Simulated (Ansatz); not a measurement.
# Run report: NiO, geometry relaxation (part 3 of 3)

The same run, continued: NiO (Fm-3m, 2 atoms in the cell); DFT PBE, scalar-relativistic, plane waves, PAW, spin-polarised (Ansatz 0.2.0); cutoff 420 eV, 18×18×18 k-mesh, Gaussian smearing of 0.1 eV, collinear spins. The structure derives from an entry of the Crystallography Open Database.

Geometry of the input (Å; fractional positions):
```
0.0000  2.0859  2.0859
2.0859  0.0000  2.0859
2.0859  2.0859  0.0000
Ni 0.0000  0.0000  0.0000
O  0.5000  0.5000  0.5000
```

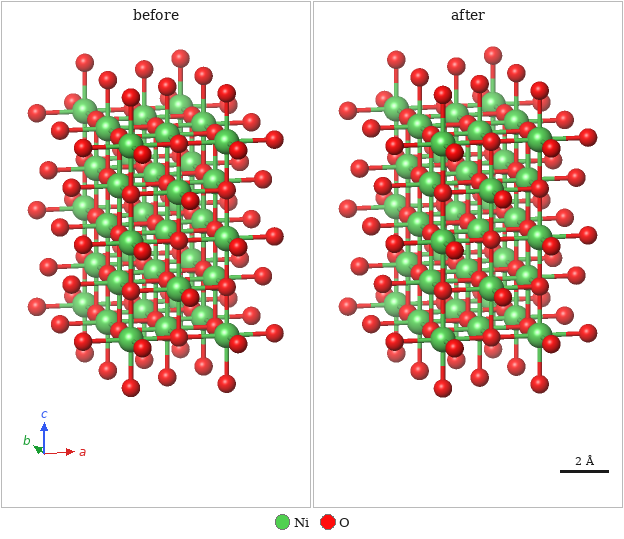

Fig. 1: Before (left) and after (right) the relaxation, at one scale (ball-and-stick view of the cell 4 times as large as that of the calculation, set on its symmetry axes, repeated 1 × 2 × 2, with bonded neighbours outside it, seen slightly off an axis). Over 4 geometry steps the energy falls by 5.0 meV per atom. All forces vanish by symmetry, so only the cell relaxes. Pressure: 5.61 GPa at the start and 0.01 GPa at the end. The basis was re-selected once at an unchanged geometry, which shifts the energy a little without any move. No atom moves by more than 0.005 Å relative to the cell. Cell: a = b = c 4.172 → 4.216 Å (+1.1 %). Volume +3.2 %. Among the contacts that change: Ni1–O2 2.086 → 2.108 Å. The space group stays Fm-3m (No. 225). The energy change given includes the shifts at the re-selections in mid-walk, which come without any move. A last SCF at the same geometry on a re-selected plane-wave basis shifts the energy by next to nothing (0.0 meV per atom). (Atoms are counted from 1 in the order of the input.)

```
basis re-selected at this cell: Δ(F+E_penalty+E_count) = -7.651e-5 eV, ΔP = +0.004 GPa vs the last step (what re-selecting the basis moved, of the pressure what is left beyond the Pulay correction that the steps carried, after the strain that the cell walked since its last selection, with what the two solves' SCF thresholds leave and, on support functions, any second-order correction that the steps lacked; it is no measure of the basis error at this ecutwfc). This SCF's stress stands 7.90e-3 GPa from its target on what of the cell is left free (relax.cell.stress_tol is 5.00e-2 GPa) and its largest allowed force component is 6.08e-30 eV/Å (relax.f_tol is 5.00e-3 eV/Å): within both
SCF converged after 6 iterations
Magnetization: 1.8057 μB (12.9028 up, 11.0972 down)
Absolute magnetization: 1.8139 μB (∫|ρ↑−ρ↓|, with the PAW one-centre terms)
Spin contamination: 0.0061 ħ² per cell (⟨S²⟩ above its minimum at these occupations)
Per-site moments (μB) at R_I (Å): [(1.4567328819908172, 0.8696226896821376), (0.2939002657542686, 0.8696226896821376)]
Free energy (F): -6405.679816 eV
Harris-Foulkes:  -6405.679816 eV  (|F-HF|=2.73e-12)
Internal energy: -6405.674096 eV  (E = F + TS)
E sigma→0 (E₀):  -6405.676956 eV
Entropy (-TS):   -0.005720 eV (-2.860 meV/atom)
Fermi energy:    13.852298 eV
--- Per-component energies (eV) ---
  E_band       = -339.266374
  E_kinetic    = 450.946421
  E_local      = -4046.591234  (includes V_loc(G=0)·N_el)
  E_nonlocal   = 692.667614
  E_hartree    = 1665.489561
  E_xc         = -155.674859
  E_vxc        = -199.664092  (∫ρ·V_xc dr)
  E_paw        = -1792.105209  (= ΣΔE_a)
  E_vpaw       = -567.607264  (= ΣTr[D̂ρ^β])
  E_aug_tail   = 0.002953  (compensation charges beyond the density's cutoff)
  E_ewald      = -3220.409344
  E_smearing   = -0.005720  (= −TS)
  E_closure    = 0.000000  (closes the sum)
  Σ components = -6405.679816   (vs F -6405.679816, Δ=0.00e0)
--- Forces (eV/Å), atoms counted from 1 ---
  atom   1  Ni    -0.00000000     0.00000000    -0.00000000
  atom   2  O      0.00000000    -0.00000000    -0.00000000
  max |Σ_I F_I| component: 1.10e-29 eV/Å
--- Stress (GPa, compression-positive) ---
        0.007903      -0.000000      -0.000000
       -0.000000       0.007903       0.000000
       -0.000000      -0.000000       0.007903
  P = ⅓ Tr σ = 0.0079 GPa (0.079 kbar)
--- Band table (eV; the first three rows and the last of 390) ---
  k-point 0 ↑: bands = ["-90.5601", "-50.9368", "-50.9368", "-50.9368", "-6.2857", "10.7099", "10.7099", "10.9434", "10.9434", "10.9434", "11.2394", "11.2394", "11.2394", "15.1637", "31.5050", "32.4422", "32.4422"]
  k-point 1 ↑: bands = ["-90.5600", "-50.9376", "-50.9369", "-50.9369", "-6.2519", "10.3266", "10.3266", "10.5473", "11.1627", "11.1627", "11.4136", "11.4345", "11.4345", "15.4016", "30.5192", "32.3364", "32.3364"]
  k-point 2 ↑: bands = ["-90.5598", "-50.9399", "-50.9372", "-50.9372", "-6.1532", "9.8447", "9.8589", "9.8589", "11.2472", "11.2472", "11.5681", "11.9078", "11.9078", "15.9961", "29.0909", "31.9309", "31.9309"]
  k-point 194 ↓: bands = ["-88.6835", "-49.1294", "-49.1266", "-49.1203", "-4.2991", "8.1100", "8.4657", "8.8894", "12.6794", "12.9130", "13.1245", "14.1308", "14.8503", "22.4563", "24.5754", "24.7545", "27.4300"]
--- Relaxed structure (5 steps of the walk, 5 accepted, 2 SCFs on fresh bases) ---
  F+E_penalty+E_count = -6405.67981577 eV   max|allowed force component| = 6.081e-30 eV/Å   (the final SCF, on the basis selected at the relaxed cell)
  cell:  # Å, volume = 18.7392 Å³
    - [-1.4091882519276344e-34, 2.1081762174112426, 2.1081762174112426]
    - [2.1081762174112426, -2.6750708931902367e-34, 2.1081762174112426]
    - [2.1081762174112426, 2.1081762174112426, 1.329573639833693e-34]
  atoms:
    - { symbol: Ni, position: [-8.415568895855798e-37, 7.213344767973088e-37, 7.2133447680714954e-37] }
    - { symbol: O, position: [0.5, 0.5, 0.5] }
--- Löwdin populations: 2 sites ---
  site symbol       q [e]    m [muB]
     0     Ni     16.9369     1.4357
     1      O      6.9512     0.3701
  spilling = 0.004662 (of n_electrons = 24.000000)
```

## File populations.tsv
```
# site	symbol	l	j	q_up	q_dn
# orbitals = lowdin
# n_electrons = 24.000000
# spilling = 0.004662
0	Ni	0_3S	-	0.998847	0.998875
0	Ni	0_4S	-	0.248291	0.238390
0	Ni	1_3P	-	2.999407	2.998995
0	Ni	2_3D	-	4.939776	3.514340
1	O	0_2S	-	0.942944	0.904360
1	O	1_2P	-	2.717723	2.386170
```

## Trajectory as extended XYZ (Å, eV, eV/Å), 7 frames, from step=1 to step=7
```
2
Lattice="0.0000 2.0859 2.0859 2.0859 0.0000 2.0859 2.0859 2.0859 0.0000" Properties=species:S:1:pos:R:3:forces:R:3 step=1 energy=-6405.66980 pressure_GPa=5.61
Ni    0.0000    0.0000    0.0000    0.0000   0.0000   0.0000
O     2.0859    2.0859    2.0859    0.0000   0.0000   0.0000
2
Lattice="0.0000 2.0952 2.0952 2.0952 0.0000 2.0952 2.0952 2.0952 0.0000" Properties=species:S:1:pos:R:3:forces:R:3 step=2 energy=-6405.67527 pressure_GPa=3.08
Ni    0.0000    0.0000    0.0000    0.0000   0.0000   0.0000
O     2.0952    2.0952    2.0952    0.0000   0.0000   0.0000
2
Lattice="0.0000 2.1068 2.1068 2.1068 0.0000 2.1068 2.1068 2.1068 0.0000" Properties=species:S:1:pos:R:3:forces:R:3 step=3 energy=-6405.67690 pressure_GPa=0.12
Ni    0.0000    0.0000    0.0000    0.0000   0.0000   0.0000
O     2.1068    2.1068    2.1068    0.0000   0.0000   0.0000
2
Lattice="0.0000 2.1073 2.1073 2.1073 0.0000 2.1073 2.1073 2.1073 0.0000" Properties=species:S:1:pos:R:3:forces:R:3 step=4 energy=-6405.67685 pressure_GPa=0.00
Ni    0.0000    0.0000    0.0000    0.0000   0.0000   0.0000
O     2.1073    2.1073    2.1073    0.0000   0.0000   0.0000
2
Lattice="0.0000 2.1073 2.1073 2.1073 0.0000 2.1073 2.1073 2.1073 0.0000" Properties=species:S:1:pos:R:3:forces:R:3 step=5 energy=-6405.67983 pressure_GPa=0.22
Ni    0.0000    0.0000    0.0000    0.0000   0.0000   0.0000
O     2.1073    2.1073    2.1073    0.0000   0.0000   0.0000
2
Lattice="0.0000 2.1082 2.1082 2.1082 0.0000 2.1082 2.1082 2.1082 0.0000" Properties=species:S:1:pos:R:3:forces:R:3 step=6 energy=-6405.67974 pressure_GPa=0.00
Ni    0.0000    0.0000    0.0000    0.0000   0.0000   0.0000
O     2.1082    2.1082    2.1082    0.0000   0.0000   0.0000
2
Lattice="0.0000 2.1082 2.1082 2.1082 0.0000 2.1082 2.1082 2.1082 0.0000" Properties=species:S:1:pos:R:3:forces:R:3 step=7 energy=-6405.67982 pressure_GPa=0.01
Ni    0.0000    0.0000    0.0000    0.0000   0.0000   0.0000
O     2.1082    2.1082    2.1082    0.0000   0.0000   0.0000
```

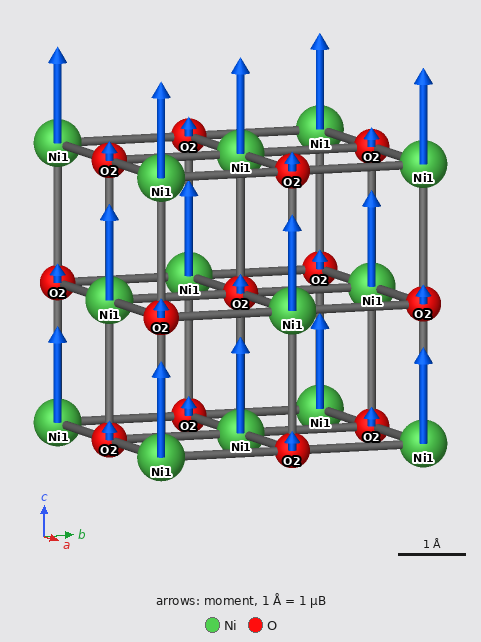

Fig. 2: Magnetic moments of the sites as blue arrows (ball-and-stick view of the cell 4 times as large as that of the calculation, set on its symmetry axes, seen slightly off an axis; atoms are numbered from 1 in the order of the input); small moments hardly show. The run is collinear, so the axis drawn is arbitrary. Site moments: Ni1 (1.46 μB); O2 (0.29 μB). They are counted near the atoms and needn't add up to the moment of the cell.

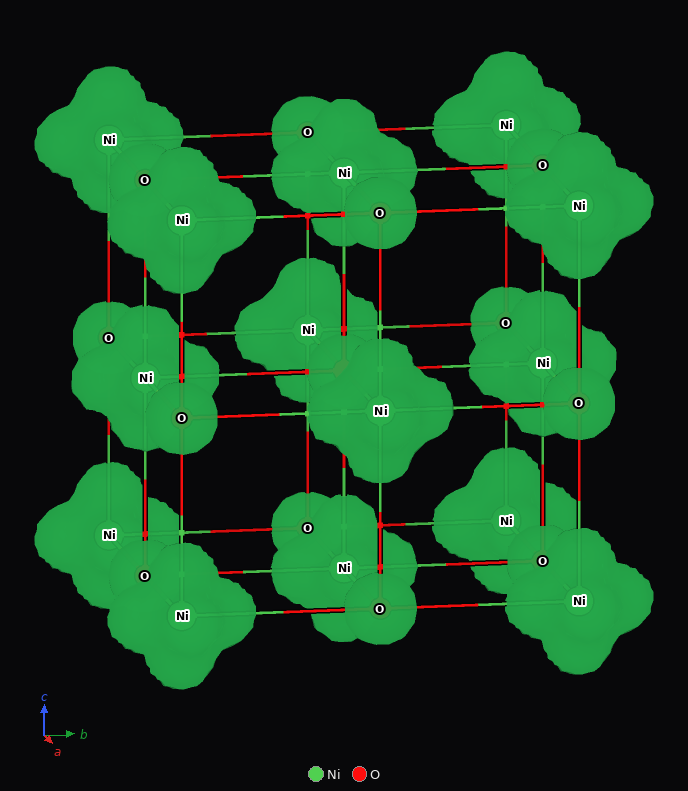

Fig. 3: Isosurfaces of the spin density at +0.3 (green) and −0.3 e/Å³ (red), seen slightly off an axis. Sticks mark near contacts. The outline is the cell set on symmetry axes. The cell of the calculation (2 atoms) carries 1.8 μB net. Only one sign reaches the isovalue. Core electrons are frozen (PAW), so the fields are smoothed inside the atomic spheres.

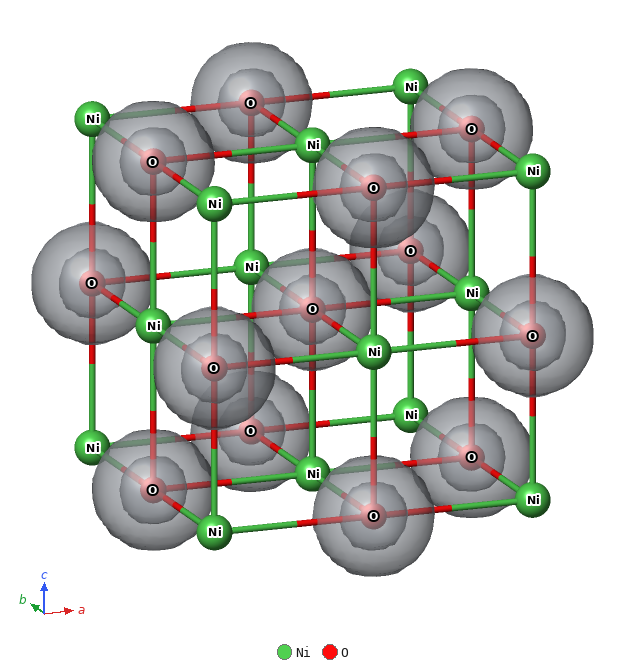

Fig. 4: Isosurface of the ELF at 0.75 (grey), seen slightly off an axis. Only the valence region is drawn (cores and ρ < 0.01 e/Å³ removed). Sticks mark near contacts. The outline is the cell set on symmetry axes. Values along the shortest contacts: Ni–O (2.11 Å): the ELF is about 0.15 at the midpoint; no shared pair; the contact is polar.

## Results in brief

| quantity | value |
| --- | --- |
| outcome | converged |
| space group (tolerance 0.01 Å) | Fm-3m (225) |
| electrons treated | 24 |
| free energy | −6405.6798 eV |
| Fermi energy | 13.852 eV |
| gap on the k-point mesh | none (metallic) |
| net moment of the cell | 1.81 μB |
| integrated absolute moment | 1.81 μB |
| pressure | 0.01 GPa |
| final volume | 18.74 Å³ |
| largest force (length of the vector) at the end | under 0.001 eV/Å |
| final cell | a = 2.981 Å, b = 2.981 Å, c = 2.981 Å, α = 60.00°, β = 60.00°, γ = 60.00° |
| hardware | 4 threads of AMD EPYC (Zen 5), 32 GiB of memory available, shared host |
| wall time | 8.2 s (CPU time 29 s) |
| peak memory | 0.51 GiB |
